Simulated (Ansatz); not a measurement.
# Geometry relaxation, with input and output: MoSi$_{2}$ (part 2 of 2)

Continued. System: MoSi$_{2}$ (3 atoms in the cell). Method: DFT, PBE, PAW with Ansatz's default frozen-core files, scalar-relativistic, no spin polarisation (Ansatz 0.2.0); cutoff 420 eV, 16×16×16 k-mesh, Fermi–Dirac smearing of 0.08 eV. The structure was built on a prototype by a generator; it need not be a known phase. Its volume is 0.70 times that of the source entry. It belongs to a series of runs on one base structure; here: MoSi2 relaxed under pressure, PAW files.

Geometry of the input (Å; fractional positions):
```
-1.4276  1.4276  3.4975
1.4276  -1.4276  3.4975
1.4276  1.4276  -3.4975
Mo 0.0000  0.0000  0.0000
Si 0.3350  0.3350  0.0000
Si -0.3350  -0.3350  -0.0000
```

```
basis re-selected at this cell: Δ(F+E_penalty+E_count) = +2.837e-5 eV, ΔP = +0.000 GPa vs the last step (what re-selecting the basis moved, of the pressure what is left beyond the Pulay correction that the steps carried, after the strain that the cell walked since its last selection, with what the two solves' SCF thresholds leave and, on support functions, any second-order correction that the steps lacked; it is no measure of the basis error at this ecutwfc). The dense FFT grid was sized anew with the basis: this SCF ran on 30×30×30 points, the steps before it on 27×27×27, so part of this shift can come from that change (see relax.cell in the input reference). This SCF's stress stands 1.57e-2 GPa from its target on what of the cell is left free (relax.cell.stress_tol is 8.00e-2 GPa) and its largest allowed force component is 5.48e-5 eV/Å (relax.f_tol is 5.00e-3 eV/Å): within both
SCF converged after 4 iterations
Free energy (F): -6224.609945 eV
Harris-Foulkes:  -6224.609945 eV  (|F-HF|=3.82e-11)
Internal energy: -6224.605219 eV  (E = F + TS)
E sigma→0 (E₀):  -6224.607582 eV
Entropy (-TS):   -0.004726 eV (-1.575 meV/atom)
Fermi energy:    23.514115 eV
--- Per-component energies (eV) ---
  E_band       = 102.375875
  E_kinetic    = 573.792452
  E_local      = -906.207855  (includes V_loc(G=0)·N_el)
  E_nonlocal   = 202.704786
  E_hartree    = 366.846597
  E_xc         = -312.907997
  E_vxc        = -347.820116  (∫ρ·V_xc dr)
  E_paw        = -4231.035802  (= ΣΔE_a)
  E_vpaw       = -153.786838  (= ΣTr[D̂ρ^β])
  E_aug_tail   = 0.000031  (compensation charges beyond the density's cutoff)
  E_ewald      = -1917.797431
  E_smearing   = -0.004726  (= −TS)
  E_closure    = 0.000000  (closes the sum)
  Σ components = -6224.609945   (vs F -6224.609945, Δ=0.00e0)
--- Forces (eV/Å), atoms counted from 1 ---
  atom   1  Mo     0.00000000    -0.00000000    -0.00000000
  atom   2  Si     0.00000000    -0.00000000    -0.00005483
  atom   3  Si    -0.00000000    -0.00000000     0.00005483
  max |Σ_I F_I| component: 2.78e-17 eV/Å
--- Stress (GPa, compression-positive) ---
      159.997873       0.000000      -0.000000
        0.000000     159.997873       0.000000
       -0.000000       0.000000     160.015668
  P = ⅓ Tr σ = 160.0038 GPa (1600.038 kbar)
--- Band table (eV; the first three rows and the last of 349) ---
  k-point 0: bands = ["-36.8743", "-11.4415", "-10.8924", "-10.8924", "7.1500", "14.7799", "18.4668", "19.9198", "19.9198", "20.3502", "24.3754", "25.0416", "28.8860", "28.8860", "29.3976"]
  k-point 1: bands = ["-36.8668", "-11.4329", "-10.9325", "-10.9241", "7.3192", "14.9567", "18.5854", "19.1081", "19.3422", "21.1672", "23.6986", "25.7484", "28.7087", "28.8349", "28.9831"]
  k-point 2: bands = ["-36.8455", "-11.4087", "-11.0419", "-11.0134", "7.8113", "15.4431", "18.1776", "18.2646", "18.9344", "21.9090", "22.2007", "27.1102", "28.3687", "28.6104", "29.2197"]
  k-point 348: bands = ["-36.8695", "-11.5735", "-10.8986", "-10.8986", "9.6680", "11.6791", "17.7104", "19.8190", "22.5514", "22.5514", "23.4241", "23.4241", "24.6204", "29.1824", "29.3007"]
--- Relaxed structure (5 steps of the walk, 5 accepted, 1 SCFs on fresh bases) ---
  F+E_penalty+E_count = -6224.60994495 eV   max|allowed force component| = 5.483e-5 eV/Å   (the final SCF, on the basis selected at the relaxed cell)
  cell:  # Å, volume = 28.3615 Å³
    - [-1.4105613700633504, 1.4105613700633504, 3.563570128144313]
    - [1.4105613700633504, -1.4105613700633504, 3.563570128144313]
    - [1.4105613700633504, 1.4105613700633504, -3.563570128144313]
  atoms:
    - { symbol: Mo, position: [2.5295597986975564e-35, 1.3490985593053635e-34, 1.6020545391751192e-34] }
    - { symbol: Si, position: [0.33099372332676374, 0.33099372332676374, -6.738313347683223e-35] }
    - { symbol: Si, position: [-0.33099372332676374, -0.33099372332676374, -9.282232044067969e-35] }
```

### File rho_z.tsv
```
# z_ang	rho[e/angstrom^3]
# format = ansatz-planar-average/11
# lattice	-1.410561370	1.410561370	3.563570128
# lattice	1.410561370	-1.410561370	3.563570128
# lattice	1.410561370	1.410561370	-3.563570128
# sites	3
# site	42	0.000000000	0.000000000	-0.000000000
# site	14	-0.000000000	0.000000000	2.359038690
# site	14	-0.000000000	-0.000000000	-2.359038690
0.000000	1.096444e0
0.136131	1.089958e0
0.272261	1.070463e0
0.408392	1.037975e0
0.544523	9.929353e-1
0.680653	9.367056e-1
0.816784	8.718958e-1
0.952915	8.022499e-1
1.089045	7.320818e-1
1.225176	6.655762e-1
1.361307	6.062763e-1
1.497437	5.568101e-1
1.633568	5.187155e-1
1.769698	4.923579e-1
1.905829	4.771554e-1
2.041960	4.722250e-1
2.178090	4.771554e-1
2.314221	4.923579e-1
2.450352	5.187155e-1
2.586482	5.568101e-1
2.722613	6.062763e-1
2.858744	6.655762e-1
2.994874	7.320818e-1
3.131005	8.022499e-1
3.267136	8.718958e-1
3.403266	9.367056e-1
3.539397	9.929353e-1
3.675528	1.037975e0
3.811658	1.070463e0
3.947789	1.089958e0
```

### File v_z.tsv
```
# z_ang	v_es[eV]	v_tot[eV]
# format = ansatz-planar-average/11
# xc	pbe
# density_cutoff_ev	1680
# datasets	Mo=:simpson_from_first_knot:soft	Si=:simpson_from_first_knot:soft
# lattice	-1.410561370	1.410561370	3.563570128
# lattice	1.410561370	-1.410561370	3.563570128
# lattice	1.410561370	1.410561370	-3.563570128
# sites	3
# site	42	0.000000000	0.000000000	-0.000000000
# site	14	-0.000000000	0.000000000	2.359038690
# site	14	-0.000000000	-0.000000000	-2.359038690
0.000000	-4.314125e0	-2.031129e1
0.136131	-4.090734e0	-2.004636e1
0.272261	-3.428065e0	-1.926228e1
0.408392	-2.348693e0	-1.798642e1
0.544523	-8.902261e-1	-1.625627e1
0.680653	8.956148e-1	-1.412280e1
0.816784	2.944382e0	-1.166375e1
0.952915	5.179490e0	-8.992101e0
1.089045	7.510386e0	-6.247743e0
1.225176	9.829461e0	-3.576773e0
1.361307	1.201233e1	-1.113859e0
1.497437	1.392903e1	1.025211e0
1.633568	1.546822e1	2.747694e0
1.769698	1.656453e1	3.992761e0
1.905829	1.720647e1	4.736374e0
2.041960	1.741518e1	4.981703e0
2.178090	1.720647e1	4.736374e0
2.314221	1.656453e1	3.992761e0
2.450352	1.546822e1	2.747694e0
2.586482	1.392903e1	1.025211e0
2.722613	1.201233e1	-1.113859e0
2.858744	9.829461e0	-3.576773e0
2.994874	7.510386e0	-6.247743e0
3.131005	5.179490e0	-8.992101e0
3.267136	2.944382e0	-1.166375e1
3.403266	8.956148e-1	-1.412280e1
3.539397	-8.902261e-1	-1.625627e1
3.675528	-2.348693e0	-1.798642e1
3.811658	-3.428065e0	-1.926228e1
3.947789	-4.090734e0	-2.004636e1
```

### Trajectory as extended XYZ (Å, eV, eV/Å), 6 frames, from step=1 to step=6
```
3
Lattice="-1.4276 1.4276 3.4975 1.4276 -1.4276 3.4975 1.4276 1.4276 -3.4975" Properties=species:S:1:pos:R:3:forces:R:3 step=1 energy=-6224.68780 pressure_GPa=158.63
Mo    0.0000    0.0000    0.0000    0.0000   0.0000   0.0000
Si    0.0000    0.0000    2.3434    0.0000   0.0000  -1.1296
Si    0.0000    0.0000   -2.3434    0.0000   0.0000   1.1296
3
Lattice="-1.4138 1.4138 3.5448 1.4138 -1.4138 3.5448 1.4138 1.4138 -3.5448" Properties=species:S:1:pos:R:3:forces:R:3 step=2 energy=-6224.57892 pressure_GPa=161.39
Mo    0.0000    0.0000    0.0000    0.0000   0.0000   0.0000
Si    0.0000    0.0000    2.3615    0.0000   0.0000  -0.6398
Si    0.0000    0.0000   -2.3615    0.0000   0.0000   0.6398
3
Lattice="-1.4104 1.4104 3.5647 1.4104 -1.4104 3.5647 1.4104 1.4104 -3.5647" Properties=species:S:1:pos:R:3:forces:R:3 step=3 energy=-6224.61157 pressure_GPa=160.00
Mo    0.0000    0.0000    0.0000    0.0000   0.0000   0.0000
Si    0.0000    0.0000    2.3627    0.0000   0.0000  -0.1358
Si    0.0000    0.0000   -2.3627    0.0000   0.0000   0.1358
3
Lattice="-1.4104 1.4104 3.5640 1.4104 -1.4104 3.5640 1.4104 1.4104 -3.5640" Properties=species:S:1:pos:R:3:forces:R:3 step=4 energy=-6224.60548 pressure_GPa=160.12
Mo    0.0000    0.0000    0.0000    0.0000   0.0000   0.0000
Si    0.0000    0.0000    2.3595    0.0000   0.0000  -0.0098
Si    0.0000    0.0000   -2.3595    0.0000   0.0000   0.0098
3
Lattice="-1.4106 1.4106 3.5636 1.4106 -1.4106 3.5636 1.4106 1.4106 -3.5636" Properties=species:S:1:pos:R:3:forces:R:3 step=5 energy=-6224.60997 pressure_GPa=160.00
Mo    0.0000    0.0000    0.0000    0.0000   0.0000   0.0000
Si    0.0000    0.0000    2.3590    0.0000   0.0000  -0.0002
Si    0.0000    0.0000   -2.3590    0.0000   0.0000   0.0002
3
Lattice="-1.4106 1.4106 3.5636 1.4106 -1.4106 3.5636 1.4106 1.4106 -3.5636" Properties=species:S:1:pos:R:3:forces:R:3 step=6 energy=-6224.60995 pressure_GPa=160.00
Mo    0.0000    0.0000    0.0000    0.0000   0.0000   0.0000
Si    0.0000    0.0000    2.3590    0.0000   0.0000  -0.0001
Si    0.0000    0.0000   -2.3590    0.0000   0.0000   0.0001
```

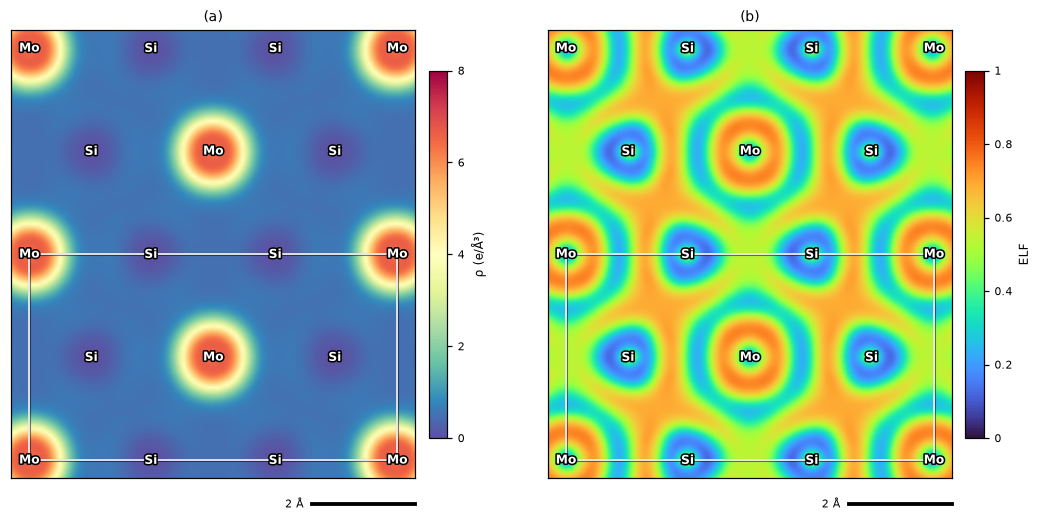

**Figure 1.** (a) valence electron density; (b) ELF on the (110) plane of the conventional cell. The section cuts through Mo and Si sites. Si–Si (2.30 Å): the density is about 0.53 e/Å³ at the midpoint, a local maximum along the line; the ELF peaks at about 0.70 between the atoms. Si–Mo (2.33 Å): ρ at the midpoint is about 0.63 e/Å³; the ELF is about 0.40 at the midpoint. Si–Si (2.41 Å): ρ at the midpoint is about 0.48 e/Å³, a local maximum along the line; the ELF is about 0.55 at the midpoint. Away from the nuclei the density in this plane falls to 0.47 e/Å³ at its lowest. The strong features right at Mo lie inside the PAW spheres (semicore, d or f shells) and say nothing about bonding. Core electrons are frozen (PAW), so the fields are smoothed inside the atomic spheres.

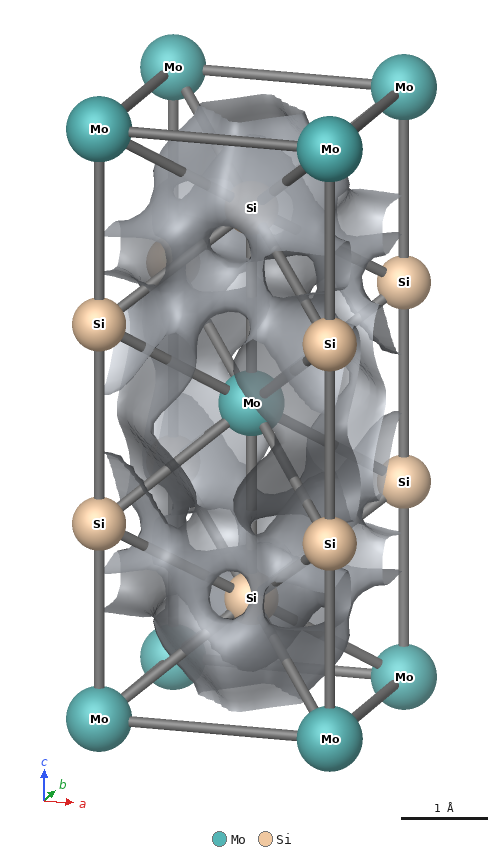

**Figure 2.** Isosurface of the electron localisation function at 0.5 (grey), seen slightly off an axis. Core shells and regions of very low density are left out. Sticks mark near contacts. The outline is the cell set on symmetry axes. The ELF exceeds this value in one network that runs through the whole crystal, counted in one cell of 6 atoms.  Values along the shortest contacts: Si–Si (2.30 Å): the ELF peaks at about 0.70 between the atoms. Si–Mo (2.33 Å): the ELF is about 0.40 at the midpoint.

### Key numbers

```json
{"quantity": "outcome", "value": "converged"}
{"quantity": "space group (tolerance 0.01 Å)", "value": "I4/mmm (139)"}
{"quantity": "electrons treated", "value": "22"}
{"quantity": "free energy", "value": "−6224.6099 eV"}
{"quantity": "Fermi energy", "value": "23.514 eV"}
{"quantity": "pressure", "value": "160.00 GPa"}
{"quantity": "final volume", "value": "28.36 Å³"}
{"quantity": "largest force (length of the vector) at the end", "value": "under 0.001 eV/Å"}
{"quantity": "final cell", "value": "a = 4.084 Å, b = 4.084 Å, c = 4.084 Å, α = 139.59°, β = 139.59°, γ = 58.48°"}
{"quantity": "hardware", "value": "2 threads of AMD EPYC (Zen 3), 32 GiB of memory available, shared host"}
{"quantity": "wall time", "value": "58 s (CPU time 1.9 min)"}
{"quantity": "peak memory", "value": "0.48 GiB"}
```

The cell was relaxed to the target pressure of the input; what is minimised is then the enthalpy E + pV.
